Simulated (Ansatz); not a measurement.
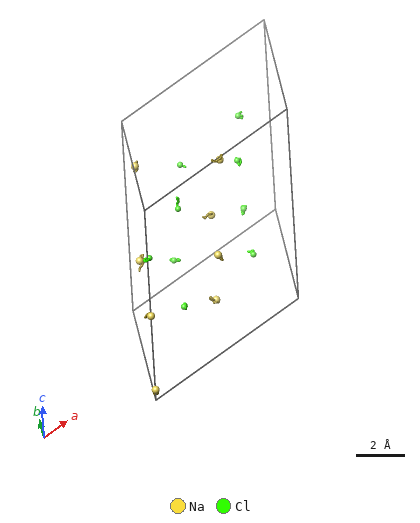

Molecular dynamics of NaCl with an interstitial Cl (17 atoms in the cell), 120 fs long. Dots mark each atom's position at evenly spaced times, in the colour of its element; spheres stand at the starting positions. Seen from a free direction in the reduced simulation cell.

Theory: DFT PBE, scalar-relativistic, plane waves, PAW (Ansatz 0.2.0). Settings: plane-wave cutoff 420 eV; k-point mesh 2 × 2 × 2; Fermi-Dirac smearing 0.02 eV; spin collinear; low-accuracy preset; Langevin thermostat (NVT); set temperature 900 K; time step 3 fs; friction 0.05 per fs.

How do the atoms move?

Root-mean-square distances from the starting positions over the second half, with the common drift of all atoms taken out: Na 0.31 Å, Cl 0.22 Å. That is small against the typical shortest distance between atoms in the first frame, about 2.6 Å: the atoms vibrate about their sites and the arrangement holds. Over the second half the temperature averages 858 K (spread ±137 K). The potential energy in the second half lies on average 65.6 meV per atom above the first frame.

Limits of the set-up: the k-point mesh is coarse for a cell with partly filled bands; the program's low-accuracy preset was used; the periodic images lie only 8.0 Å apart, so the values are limited by the cell's size.

The run took 8.7 min on 2 threads of AMD EPYC 7571, with other jobs on the host, peak memory 0.95 GiB.
